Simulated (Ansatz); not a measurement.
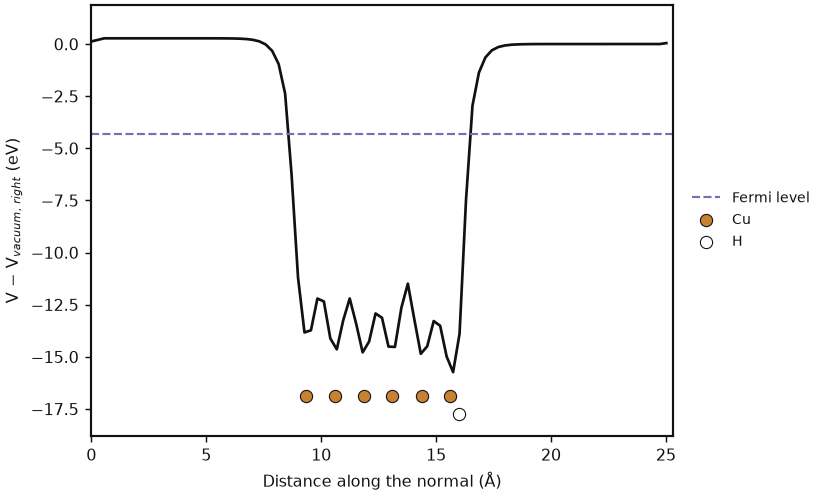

Plane-averaged electrostatic potential energy of an electron across the slab; circles at the bottom mark the heights of the atoms (positions after relaxation). System: a (110) slab cut from Cu (Fm-3m), of composition Cu$_{6}$H (not the bulk's), ended by Cu planes, 7 atoms in the cell. Method: DFT PBEsol, scalar-relativistic, plane waves, PAW, no spin polarisation, 11×8×1 k mesh, 420 eV cutoff (Ansatz).

The work function is 4.30 eV at the right face and 4.57 eV at the left. The vacuum levels differ by 0.27 eV, so the slab carries a dipole along its normal. Some atoms were held fixed in the relaxation, which can itself make the faces differ. The outermost atoms are 6.7 Å apart, which leaves 18.6 Å of vacuum in a cell 25.3 Å high.
